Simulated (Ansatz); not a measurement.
# Nb in W(100), 2x2: scattering by a point defect

Wanted: the reflection from a plane of defects, Nb in W(100), 2x2, and the resistivity it implies.

Method: Ansatz plane-wave DFT, PBE, PAW files; ballistic transport by layer matching (Landauer), zero bias; PAW set soft_1, in Ansatz 0.2.0.

## (1) Starting point

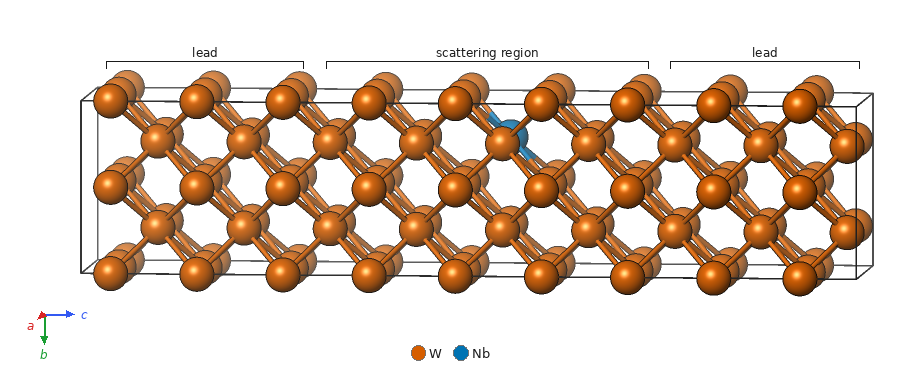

The cell as given, from the side, with the c axis across the page (tungsten orange, niobium blue). Some periodic images of atoms are drawn too.

The cell holds 72 atoms: 71 W and 1 Nb. Its edges and angles: a = 6.330 Å, b = 6.330 Å, c = 28.483 Å, α = 90.0°, β = 90.0°, γ = 90.0°. It derives from W. Regions: lead, 40 atoms (40 W); scattering region, 32 atoms (31 W and 1 Nb). The structure is stacked along c, and the current runs across the ab planes.

## (2) Transmission at ideal sites

The defect sits in one plane of the supercell, all atoms on ideal sites; the layers about the cell's end are the lead. The mesh across the current, 8×8, is finer than the density's, because channels open and close sharply across the zone. Energies from -0.1 to 0.1 eV in steps of 0.05 eV are too few for the program's thermal sum, so it prints no conductance; for a metal the transmission near the Fermi level serves, at a fraction of the cost.

Input file input.yaml:

```yaml
crystal:
  lattice:
    - [6.3296, 0.0, 0.0]
    - [0.0, 6.3296, 0.0]
    - [0.0, 0.0, 28.4832]
  atoms:
    - { symbol: W, position: [0.0, 0.0, 0.0277777778] }
    - { symbol: W, position: [0.0, 0.5, 0.0277777778] }
    - { symbol: W, position: [0.5, 0.0, 0.0277777778] }
    - { symbol: W, position: [0.5, 0.5, 0.0277777778] }
    - { symbol: W, position: [0.25, 0.25, 0.0833333333] }
    - { symbol: W, position: [0.25, 0.75, 0.0833333333] }
    - { symbol: W, position: [0.75, 0.25, 0.0833333333] }
    - { symbol: W, position: [0.75, 0.75, 0.0833333333] }
    - { symbol: W, position: [0.0, 0.0, 0.1388888889] }
    - { symbol: W, position: [0.0, 0.5, 0.1388888889] }
    - { symbol: W, position: [0.5, 0.0, 0.1388888889] }
    - { symbol: W, position: [0.5, 0.5, 0.1388888889] }
    - { symbol: W, position: [0.25, 0.25, 0.1944444444] }
    - { symbol: W, position: [0.25, 0.75, 0.1944444444] }
    - { symbol: W, position: [0.75, 0.25, 0.1944444444] }
    - { symbol: W, position: [0.75, 0.75, 0.1944444444] }
    - { symbol: W, position: [0.0, 0.0, 0.25] }
    - { symbol: W, position: [0.0, 0.5, 0.25] }
    - { symbol: W, position: [0.5, 0.0, 0.25] }
    - { symbol: W, position: [0.5, 0.5, 0.25] }
    - { symbol: W, position: [0.25, 0.25, 0.3055555556] }
    - { symbol: W, position: [0.25, 0.75, 0.3055555556] }
    - { symbol: W, position: [0.75, 0.25, 0.3055555556] }
    - { symbol: W, position: [0.75, 0.75, 0.3055555556] }
    - { symbol: W, position: [0.0, 0.0, 0.3611111111] }
    - { symbol: W, position: [0.0, 0.5, 0.3611111111] }
    - { symbol: W, position: [0.5, 0.0, 0.3611111111] }
    - { symbol: W, position: [0.5, 0.5, 0.3611111111] }
    - { symbol: W, position: [0.25, 0.25, 0.4166666667] }
    - { symbol: W, position: [0.25, 0.75, 0.4166666667] }
    - { symbol: W, position: [0.75, 0.25, 0.4166666667] }
    - { symbol: W, position: [0.75, 0.75, 0.4166666667] }
    - { symbol: W, position: [0.0, 0.0, 0.4722222222] }
    - { symbol: W, position: [0.0, 0.5, 0.4722222222] }
    - { symbol: W, position: [0.5, 0.0, 0.4722222222] }
    - { symbol: W, position: [0.5, 0.5, 0.4722222222] }
    - { symbol: Nb, position: [0.25, 0.25, 0.5277777778] }
    - { symbol: W, position: [0.25, 0.75, 0.5277777778] }
    - { symbol: W, position: [0.75, 0.25, 0.5277777778] }
    - { symbol: W, position: [0.75, 0.75, 0.5277777778] }
    - { symbol: W, position: [0.0, 0.0, 0.5833333333] }
    - { symbol: W, position: [0.0, 0.5, 0.5833333333] }
    - { symbol: W, position: [0.5, 0.0, 0.5833333333] }
    - { symbol: W, position: [0.5, 0.5, 0.5833333333] }
    - { symbol: W, position: [0.25, 0.25, 0.6388888889] }
    - { symbol: W, position: [0.25, 0.75, 0.6388888889] }
    - { symbol: W, position: [0.75, 0.25, 0.6388888889] }
    - { symbol: W, position: [0.75, 0.75, 0.6388888889] }
    - { symbol: W, position: [0.0, 0.0, 0.6944444444] }
    - { symbol: W, position: [0.0, 0.5, 0.6944444444] }
    - { symbol: W, position: [0.5, 0.0, 0.6944444444] }
    - { symbol: W, position: [0.5, 0.5, 0.6944444444] }
    - { symbol: W, position: [0.25, 0.25, 0.75] }
    - { symbol: W, position: [0.25, 0.75, 0.75] }
    - { symbol: W, position: [0.75, 0.25, 0.75] }
    - { symbol: W, position: [0.75, 0.75, 0.75] }
    - { symbol: W, position: [0.0, 0.0, 0.8055555556] }
    - { symbol: W, position: [0.0, 0.5, 0.8055555556] }
    - { symbol: W, position: [0.5, 0.0, 0.8055555556] }
    - { symbol: W, position: [0.5, 0.5, 0.8055555556] }
    - { symbol: W, position: [0.25, 0.25, 0.8611111111] }
    - { symbol: W, position: [0.25, 0.75, 0.8611111111] }
    - { symbol: W, position: [0.75, 0.25, 0.8611111111] }
    - { symbol: W, position: [0.75, 0.75, 0.8611111111] }
    - { symbol: W, position: [0.0, 0.0, 0.9166666667] }
    - { symbol: W, position: [0.0, 0.5, 0.9166666667] }
    - { symbol: W, position: [0.5, 0.0, 0.9166666667] }
    - { symbol: W, position: [0.5, 0.5, 0.9166666667] }
    - { symbol: W, position: [0.25, 0.25, 0.9722222222] }
    - { symbol: W, position: [0.25, 0.75, 0.9722222222] }
    - { symbol: W, position: [0.75, 0.25, 0.9722222222] }
    - { symbol: W, position: [0.75, 0.75, 0.9722222222] }
kpoints:
  mp_grid: { grid: [4, 4, 1] }
hamiltonian:
  xc: pbe
  pseudopotentials: { kind: paw, azcp: { folder: soft_1 } }
scf:
  occupations: { method: fermi_dirac, width: 0.1 }
output:
  transmission: { leads: [[0, 4]], kmesh: [8, 8], e_range: [-0.1, 0.1], de: 0.05 }
  write_potential: true
  write_density: true
  volumetric_format: npy
  elf: true
```

Started as:

```console
ansatz run input.yaml --threads 4 --pin off --max-ram 15360MiB --backend cpu --events-out ev --progress --plain --runs-dir out
```

Numbers of over 12 decimals in the logs are rounded to 6 here.

What it wrote:

```text
Engine: ansatz 0.2.0, x86_64-unknown-linux-gnu
Pseudopotentials: kind: paw
Pseudopotential: W, paw, valence charge 14, recommended cutoff 420 eV (normal), soft_1/W.paw.azcp
Pseudopotential: Nb, paw, valence charge 13, recommended cutoff 420 eV (normal), soft_1/Nb.paw.azcp
Functional definition: PBE
  parameter kappa = 0.804
  parameter beta = 0.066725
  exchange = pbe_x(kappa = kappa, mu = beta*pi^2/3)
  correlation = pbe_c(beta = beta)
Crystal: 72 atoms, lattice volume = 1141.146 Å³
Basis set: ecut = 420 eV, 22299 PW (Γ)
Bands: 605, of which v1, the nominal top of the filled ones, is band 504 counted from 1 (503 counted from 0)
Symmetry: 16 space group operations
Space group: P4/mmm (ITA 123), of the structure as read, at distance tolerance 1.0e-4 Å
k-points: 6 of 16
Non-local potential: W, projectors of the file, l = 0: 3, l = 1: 2, l = 2: 2, l = 3: 1
Non-local potential: Nb, projectors of the file, l = 0: 3, l = 1: 2, l = 2: 2, l = 3: 1
PAW form: soft (Blöchl's): semilocal exchange-correlation on the pseudo side does not see the compensation charge
PAW one-centre angular grid: W, 590 points (default); XC on 64 Gauss nodes
PAW one-centre angular grid: Nb, 590 points (default); XC on 64 Gauss nodes
Initial density: superposition of atomic densities (chi_scale 0.1, normalization cell, long waves of neutral atoms (reshape's long-wave potential 2.08 eV rms, cloud 3.26 Å wide))
Initial wavefunctions: pseudopotential atomic-orbital guess
Functional: x = pbe(κ = 0.804, μ = 0.219515), c = pbe(β = 0.066725)
SCF iter   1: F=—  HF=-741970.485015 eV  |F-HF|=—  |Δ(HF+E_count)|=         —  Δρ=6.67e-2  dr2=1.01e2  ethr=3.10e-3  ⟨swp⟩=5.3  Hψ=13200  notcnv=0
preconditioner: auto → Kerker (q_TF=auto, 2.672 Å⁻¹)  [metal: Δε(μ)=0.017 eV  Ē_g=5.381 eV  σ=0.100 eV  W_gap=0.04  n_scr=372 (ndim 8)  ℏωp=22.8 eV  f_vac=0.000  D(μ)=33.62/eV (n_scr^D=248)]
SCF iter   2: F=—  HF=-741959.128921 eV  |F-HF|=—  |Δ(HF+E_count)|=    1.14e1  Δρ=4.00e-2  dr2=4.12e1  ethr=3.10e-3  ⟨swp⟩=3.0  Hψ=5906  notcnv=0  defer=14
SCF iter   3: F=—  HF=-741953.102131 eV  |F-HF|=—  |Δ(HF+E_count)|=    6.03e0  Δρ=3.31e-3  dr2=1.75e0  ethr=3.10e-3  ⟨swp⟩=3.2  Hψ=9617  notcnv=0  defer=15
SCF iter   4: F=—  HF=-741953.067979 eV  |F-HF|=—  |Δ(HF+E_count)|=   3.42e-2  Δρ=8.24e-4  dr2=1.60e-1  ethr=1.74e-4  ⟨swp⟩=1.0  Hψ=3615  notcnv=0  defer=15
SCF iter   5: F=—  HF=-741953.063118 eV  |F-HF|=—  |Δ(HF+E_count)|=   4.86e-3  Δρ=2.77e-4  dr2=1.63e-2  ethr=1.59e-5  ⟨swp⟩=1.0  Hψ=3615  notcnv=0  defer=15
SCF iter   6: F=—  HF=-741953.062774 eV  |F-HF|=—  |Δ(HF+E_count)|=   3.44e-4  Δρ=9.19e-5  dr2=9.88e-4  ethr=1.62e-6  ⟨swp⟩=1.3  Hψ=3847  notcnv=0  defer=15
SCF iter   7: F=—  HF=-741953.062775 eV  |F-HF|=—  |Δ(HF+E_count)|=   1.17e-6  Δρ=2.25e-5  dr2=5.47e-5  ethr=9.81e-8  ⟨swp⟩=1.8  Hψ=4218  notcnv=0  defer=15
SCF iter   8: F=—  HF=-741953.063243 eV  |F-HF|=—  |Δ(HF+E_count)|=   4.67e-4  Δρ=5.06e-6  dr2=4.81e-6  ethr=5.43e-9  ⟨swp⟩=2.0  Hψ=4928  notcnv=0  defer=15
SCF iter   9: F=—  HF=-741953.063243 eV  |F-HF|=—  |Δ(HF+E_count)|=   1.39e-7  Δρ=8.47e-7  dr2=1.96e-7  ethr=4.77e-10  ⟨swp⟩=1.5  Hψ=3885  notcnv=0  defer=15
SCF iter  10: F=-741953.063243 eV  HF=-741953.063243 eV  |F-HF|=1.20e-8  |Δ(HF+E_count)|=   7.10e-9  Δρ=2.62e-7  dr2=1.24e-8  ethr=9.93e-12  ⟨swp⟩=7.5  Hψ=6253  notcnv=0
SCF 1 converged in 10 iterations: F = -741953.063243 eV  dr2 = 1.24e-8
  greatest PAW one-centre occupation: 0.999 electrons in one spin orbital (limit 2), on the W atom at site 38 (counted from 0), in its partial waves of l = 0
transmission: 60 of 555 steps passed
transmission: 118 of 555 steps passed
[...]
transmission: 555 of 555 steps passed
SCF converged after 10 iterations
Free energy (F): -741953.063243 eV
Harris-Foulkes:  -741953.063243 eV  (|F-HF|=1.20e-8)
Internal energy: -741951.858325 eV  (E = F + TS)
E sigma→0 (E₀):  -741952.460784 eV
Entropy (-TS):   -1.204918 eV (-16.735 meV/atom)
Fermi energy:    22.403081 eV
--- Per-component energies (eV) ---
  E_band       = -6006.433026
  E_kinetic    = 30329.439343
  E_local      = -39017.027691  (includes V_loc(G=0)·N_el)
  E_nonlocal   = -1714.478577
  E_hartree    = 16345.364264
  E_xc         = -19181.436656
  E_vxc        = -16637.629571  (∫ρ·V_xc dr)
  E_paw        = -612111.185576  (= ΣΔE_a)
  E_vpaw       = -11657.475038  (= ΣTr[D̂ρ^β])
  E_aug_tail   = 0.010499  (compensation charges beyond the density's cutoff)
  E_ewald      = -116602.543931
  E_smearing   = -1.204918  (= −TS)
  E_closure    = -0.000000  (closes the sum)
  Σ components = -741953.063243   (vs F -741953.063243, Δ=0.00e0)
--- Band table (eV; the first three rows and the last of 6) ---
  k-point 0: bands = [... 500 lower, 22.3420, 22.3461, 22.3547, 22.3724, 22.3811, 22.3959, 22.3959, 22.4121, ... 97 higher]
  k-point 1: bands = [... 500 lower, 22.3243, 22.3321, 22.3579, 22.3596, 22.3855, 22.3898, 22.4552, 22.4575, ... 97 higher]
  k-point 2: bands = [... 500 lower, 22.4935, 22.4958, 22.5069, 22.5184, 22.5775, 22.5792, 22.5911, 22.6168, ... 97 higher]
  k-point 5: bands = [... 500 lower, 21.7176, 21.7320, 21.7433, 21.7433, 22.5337, 22.5337, 22.5542, 22.5727, ... 97 higher]
--- Transmission ---
  basis      : 349 plane waves across, 37 finite elements along
  points     : 15, standing for a mesh of 8 x 8
  energies   : 5 from -0.100000 to 0.100000 eV about the Fermi level, 0.050000 eV apart; the leads are filled to 0.000000 eV, and channels, transmission and decay are at 0.000000 eV
  crystal 0  : W4, at the sites [0, 4], period 1.5824 Å, over 26.90 Å; its Hamiltonian steps by up to 0.9 meV
    offset         : up to 0.0000 Å between an atom of the period and one for which it stands
    channels       : 5.281250e0 a spin
    conductance    : none, the energies end too early or step too widely for 300 K: set another output.transmission.e_range or a lower de, or, where they end at an eighth of basis.ecutwfc, a higher one
    slowest decay  : 0.0385 /Å at (0.5000, 0.5000)
  junction   : crystal 0 to crystal 0, 0.88 to 27.79 Å
    transmission   : 4.694019e0 a spin
    conductance    : none, the energies end too early or step too widely for 300 K: set another output.transmission.e_range or a lower de, or, where they end at an eighth of basis.ecutwfc, a higher one
```

Wall time 4.4 min (4 threads of Intel Xeon Platinum 8488C (Sapphire Rapids), shared host); peak memory 11 GiB.

The column dr2 measures how far the density is from self-consistency, as an energy; F and HF (Harris–Foulkes) agree once it is small.

This run has no spin polarisation although its electron count is odd.

This step gave:

```yaml
free_energy: -741953.0632 eV
energy_at_zero_smearing: -741952.4608 eV
fermi_energy: 22.40 eV
cell_area: 40.06 Å²
transmission_per_spin_nearest_the_fermi_level: 4.694
open_channels_per_spin_nearest_the_fermi_level: 5.281
step_of_the_lead_s_potential: 0.9 meV
```

Per spin. Table of transmission, zone mean by energy, zero at the Fermi level:

```
energy (eV)  transmission, zone mean
    -0.1000                     4.51
    -0.0500                     4.51
     0.0000                     4.69
     0.0500                     5.02
     0.1000                     5.05
```

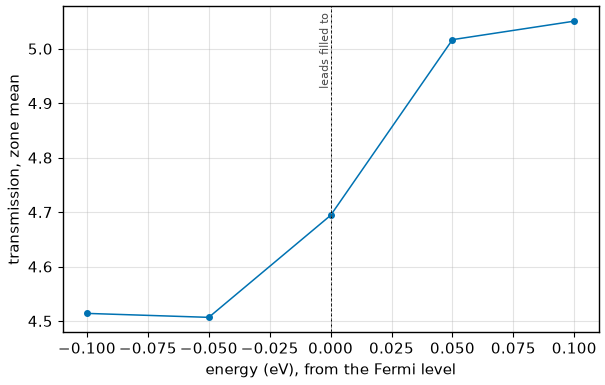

Transmission, zone mean, plotted against energy.

Per spin. The open channels, zone mean, lead by energy, zero at the Fermi level:

```
energy (eV)  open channels, zone mean, lead
    -0.1000                            4.72
    -0.0500                            4.66
     0.0000                            5.28
     0.0500                            5.66
     0.1000                            5.53
```

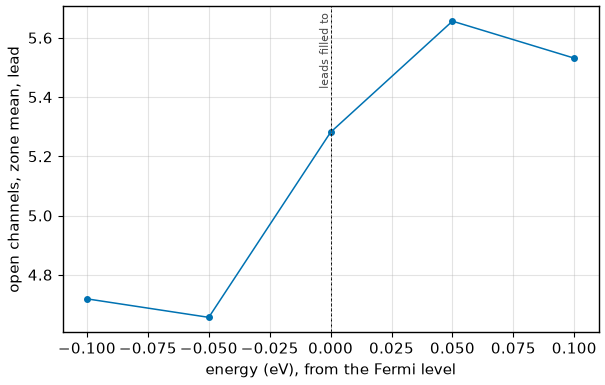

Open channels, zone mean, lead against energy.

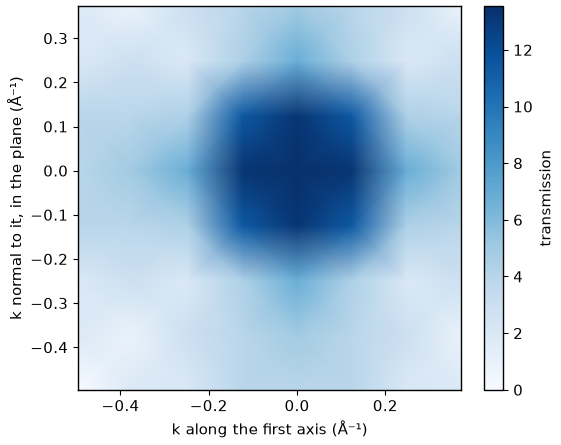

Transmission over k1 and k2. At 0.0000 eV from the Fermi level.

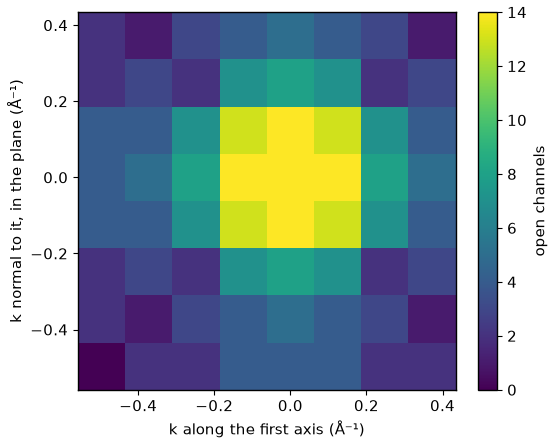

Open channels over k1 and k2. At 0.0000 eV from the Fermi level.

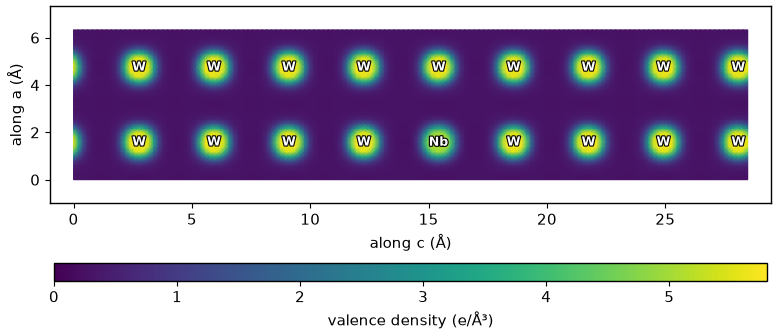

Valence density in the ca plane at fractional y = 0.250, with atoms of W and Nb within 0.2 Å of it. It is the smooth field of the valence electrons, not physical close to the nuclei.

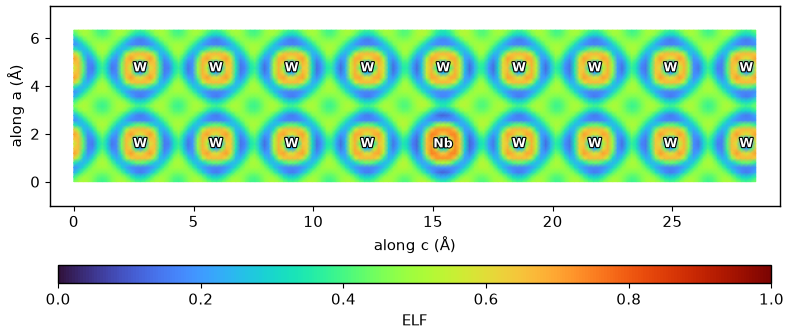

ELF in the ca plane at fractional y = 0.250, with atoms of W and Nb within 0.2 Å of it. It is the smooth field of the valence electrons, not physical close to the nuclei.

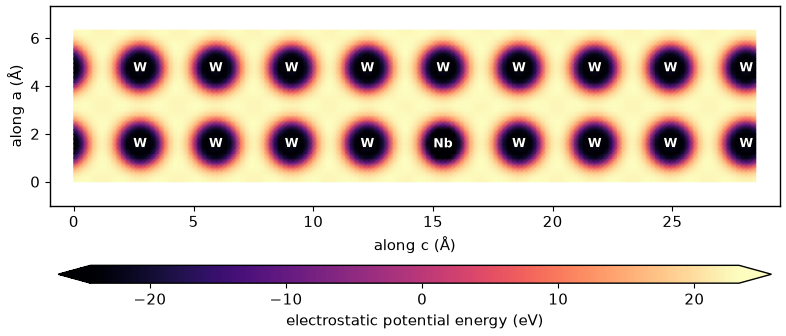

Electrostatic potential energy in the ca plane at fractional y = 0.250, with atoms of W and Nb within 0.2 Å of it. With pseudopotentials it is smooth inside the atoms' cores, unlike the true potential.

Over the solved energies the transmission per spin lies between 4.51 and 5.05, out of 5.17 channels of the lead on average (up to 5.66).

## (3) Resistance at ideal sites

This step: Ansatz plane-wave DFT, PBE, PAW files; ballistic transport by layer matching (Landauer), zero bias; area resistance of the defect plane and resistivity an atomic per cent; PAW set soft_1 (Ansatz 0.2.0).

This step gave:

```
area resistance                                                                                 : 0.09630 fΩ m²
T over the leads' mean channel count                                                            : 0.9117
resistivity per at.% scaled from this dense plane, with the factor 3/4 for isotropic scattering : 1.826 µΩ cm
```

Averaged over the energies near the Fermi level, 91.2 % of the channels pass, which makes 0.0963 fΩ m².

By hand, with T and the leads' channels N averaged over the energies near the Fermi level: RA = A (h/2e²)(1/T − 1/N) = 40.06×10⁻²⁰ m² × 12 906 Ω × (1/4.739 − 1/5.198) = 0.0963 fΩ m². Per atomic per cent: RA × A / V_atom × 0.01 × 3/4 = 1.83 µΩ cm, with the host's V_atom = 15.85 Å³.

## (4) What came out

```yaml
share_of_channels_that_pass_rigid: 0.912
area_resistance_rigid: 0.0963 fΩ m²
resistivity_per_at_from_the_area_resistance_times_3_over_4_rigid: 1.83 µΩ cm
```

In words: The plane of defects adds 0.096 fΩ m². Scaled to one atomic per cent that is 2.4 µΩ cm as it stands and 1.8 with the factor 3/4 for isotropic scattering on a spherical Fermi surface. These are rough estimates of the dilute value, not bounds. One Nb in each 2x2 cell reflects 8.8 % of the lead's channels. The defects form a dense periodic sheet that scatters coherently, unlike a dilute random alloy. T and N are means over the solved energies nearest the Fermi level. Spin-orbit coupling is left out, which matters for W.

[Logs are printed without paths, hosts, clocks, repeated set-up lines and the standing remarks that a program may print on its own settings, such as how far it seeks lower states.]

[Hosts, paths, dates, database ids (printed as entryN), source tags and the programs' standing remarks are cut or masked in the printed files.]
